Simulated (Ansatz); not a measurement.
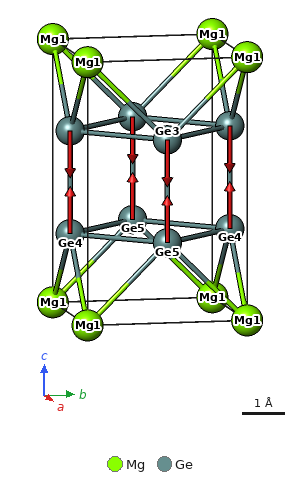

This is a relaxation of solid MgGe4 (a generated structure, set up in P4/mmm). The starting structure is drawn; red arrows show the displacements (the part carried along by the change of the cell is left out), magnified 50 times.

The picture is a ball-and-stick view of the cell of the calculation, seen slightly off an axis.

The calculation used DFT PBE+D3(BJ), scalar-relativistic, plane waves, PAW in Ansatz 0.2.0. (plane-wave cutoff 420 eV; k-point mesh 10 × 10 × 6; occupations gaussian; smearing width 0.1 eV; no spin polarisation; cell and atoms relaxed; force threshold 0.01 eV/Å; at most 80 steps)

Atoms of which element are displaced furthest, and by how much?

Answer. Germanium: up to 0.023 Å, against 0.000 Å for magnesium.

Describe the change and its energy.

Answer. After 4 accepted moves (6 points after the start) the energy has fallen by 7.5 meV per atom. The largest force component goes from 0.039 to under 0.0001 eV/Å. Pressure: 0.46 GPa at the start and 0.00 GPa at the end. The line search rejected the trial step at point 2 of the run. At 1 point the geometry stayed and the basis and grid were re-selected for the new cell (energy shift of less than 0.05 meV per atom at most each time). The largest moves relative to the cell, 0.023 Å, are those of Ge atoms. Mg stays in place. Cell: a = b 3.930 → 3.871 Å (−1.5 %), c 6.401 → 6.638 Å (+3.7 %). Volume +0.6 %. Near-neighbour distances that change, for instance: Ge–Mg 2.767 → 2.815 Å, Ge–Ge 2.504 → 2.550 Å, Ge–Ge 2.779 → 2.737 Å. The space group stays P4/mmm (No. 123). Cost: 4.2 min on 1 thread of Intel(R) Xeon(R) Processor @ 2.50GHz (Skylake/Cascade Lake) (shared host), peak memory 0.56 GiB.
